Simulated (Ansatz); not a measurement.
Given this structure:

```cif
data_structure
_symmetry_space_group_name_H-M 'P 1'
_symmetry_Int_Tables_number 1
_cell_length_a 3.0795
_cell_length_b 3.0795
_cell_length_c 10.2597
_cell_angle_alpha 90.000
_cell_angle_beta 90.000
_cell_angle_gamma 120.000
_cell_volume 84.26
loop_
_atom_site_label
_atom_site_type_symbol
_atom_site_fract_x
_atom_site_fract_y
_atom_site_fract_z
_atom_site_occupancy
Mg1 Mg 0.00000 0.00000 0.00000 1
O1 O 0.66667 0.33333 0.76248 1
O2 O 0.66667 0.33333 0.90419 1
Mg2 Mg 0.66667 0.33333 0.33333 1
O3 O 0.33333 0.66667 0.09581 1
O4 O 0.33333 0.66667 0.23752 1
Mg3 Mg 0.33333 0.66667 0.66667 1
O5 O 0.00000 0.00000 0.42914 1
O6 O 0.00000 0.00000 0.57086 1
```

### Describe what this structure looks like.

Chemical formula MgO2. It is rhombohedral (trigonal R), space group R-3m (No. 166). Counting shared atoms by their share gives 3 Mg, 6 O, or 9 atoms. The polyhedra are MgO6 octahedra; they share edges. Each Mg has six O in a distorted octahedral arrangement at 2.03 Å. Each O atom is coordinated by three Mg and one O in a distorted tetrahedral arrangement (2.03 Å to Mg, 1.45 Å to O). The bonds build a three-dimensional framework.

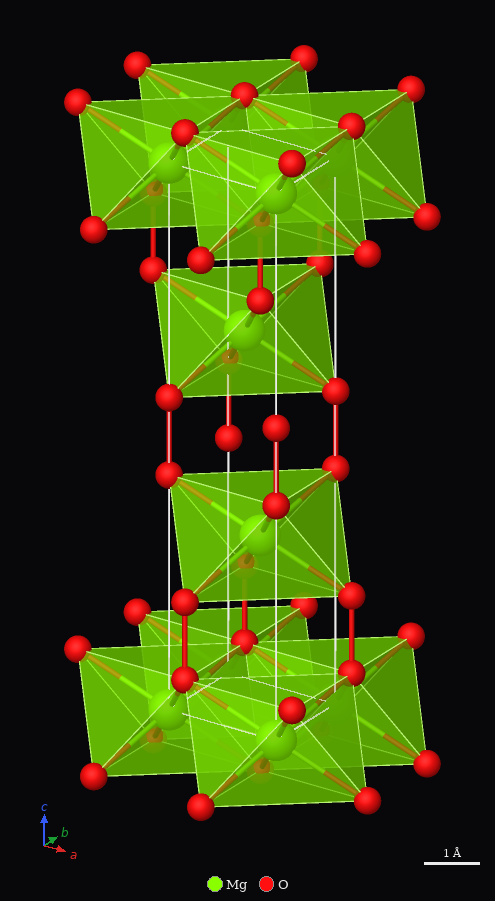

We look at a polyhedral model of the crystal slightly off an axis. The edges of the conventional unit cell are marked. Some atoms of the next cells are drawn as well. Colours: magnesium green, oxygen red.

Origin of the cell: a structure listed in the Materials Project. It was relaxed at fixed volume with DFT r2SCAN, scalar-relativistic, plane waves, PAW (Ansatz).

At this level of theory the cell isn't at rest (compressed, at 9 GPa), so its distances can differ from those at equilibrium, the more so the softer the solid.
